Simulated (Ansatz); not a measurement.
Here is a crystal structure:

```
Cu O
1.0
     2.36783    0.00000    0.00000
     0.00000    6.31991    0.00000
     0.00000    0.00000    8.13459
Cu O
1 2
Direct
  0.00000 0.50000 0.00000
  0.00000 0.50000 0.42497
  0.00000 0.50000 0.57503
```

Summarise the structure in words.

Answer. The formula is CuO2. One cell contains 1 Cu, 2 O, 3 atoms in all. Cu is coordinated by two Cu in a linear arrangement at 2.37 Å. The O atoms are each bonded to one O at 1.22 Å.

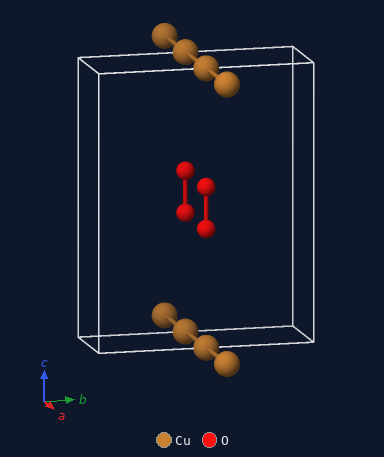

Crystal structure, ball-and-stick style, seen slightly off an axis. One simulation cell is framed, with atoms on its boundary repeated. Periodic images bonded to atoms of the box are shown as well. Colours: copper orange, oxygen red.

The structure was taken from a structure listed in the Materials Project. It is drawn as it came out of a relaxation with Ansatz, DFT PBE, scalar-relativistic, plane waves, PAW.
